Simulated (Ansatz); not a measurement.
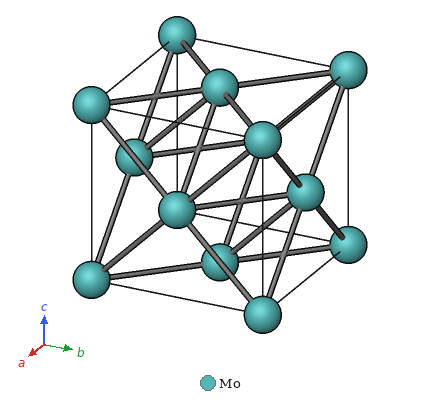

The structure, seen along [211]; the drawing may span several cells.

Given this structure, the end point of a relaxation with DFT, BLYP, plane waves (420 eV) with PAW, scalar-relativistic in Ansatz 0.2.0; the starting structure was generated, so it need not be a known form of this composition, written in its standard cell:

```cif
data_structure
_symmetry_space_group_name_H-M 'Fm-3m'
_symmetry_Int_Tables_number 225
_cell_length_a 4.0551
_cell_length_b 4.0551
_cell_length_c 4.0551
_cell_angle_alpha 90.000
_cell_angle_beta 90.000
_cell_angle_gamma 90.000
_cell_volume 66.68
loop_
_atom_site_label
_atom_site_type_symbol
_atom_site_symmetry_multiplicity
_atom_site_Wyckoff_symbol
_atom_site_fract_x
_atom_site_fract_y
_atom_site_fract_z
_atom_site_occupancy
Mo1 Mo 4 a 0.00000 0.00000 0.00000 1
```

Q: Predict the [211] zone-axis pattern (200 kV, kinematic, B = 0.3 Å²).

A: The spots form a rectangular net whose two shortest vectors correspond to d = 2.34 Å and 1.43 Å, 90.0° apart. They are -1 1 1 and 0 -2 2. The pattern has symmetry 2mm. The lattice centring (F) removes all reflections that break h + k = 2n, h + l = 2n.

Strongest reflections with d > 0.80 Å, one of each family (|F|² from tabulated Gaussian fits of the electron scattering factors, times a small damping for the curvature of the Ewald sphere):

```csv
hkl,d (Å),I (strongest = 100)
1 -1 -1,2.341,100
0 2 -2,1.434,36
1 1 -3,1.223,24
2 -2 -2,1.171,21
2 0 -4,0.907,10
```

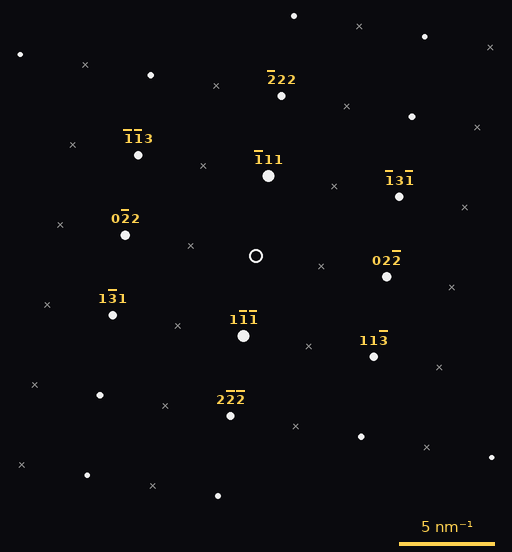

Calculated pattern, seen from the source side with [211] pointing towards the source; crosses mark the places of extinct reflections.
